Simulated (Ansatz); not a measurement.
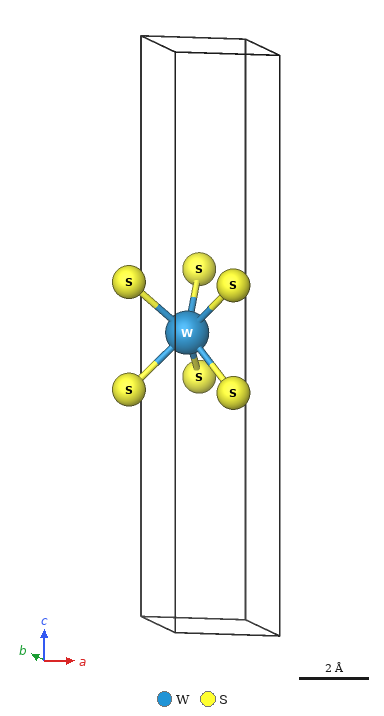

Drawn in the ball-and-stick manner and seen from the side at a slight tilt. The simulation cell is outlined; an atom on or near a face, edge or corner is repeated at each equivalent position. Some neighbours outside the box are added.

WS₂, a = 3.10 Å, b = 3.10 Å, c = 17.11 Å, α = 90.00°, β = 90.00°, γ = 120.00°.

Theory: Ansatz 0.2.0, DFT PBEsol, scalar-relativistic, plane waves, PAW. Numerical settings: a basis cut at 420 eV, 12×12×2 k-points, Gaussian smearing of 0.02 eV, no spin polarisation.

### How large a gap does the method give, if there is one?

A semiconductor at this level, with a gap of 1.93 eV on the k-mesh (the true edges may lie between mesh points, so the gap can be somewhat smaller).

Starting structure: a structure listed in the Materials Project. It was relaxed with DFT PBEsol, scalar-relativistic, plane waves, PAW (Ansatz) under a constraint or pressure on the cell, so some stress remains.
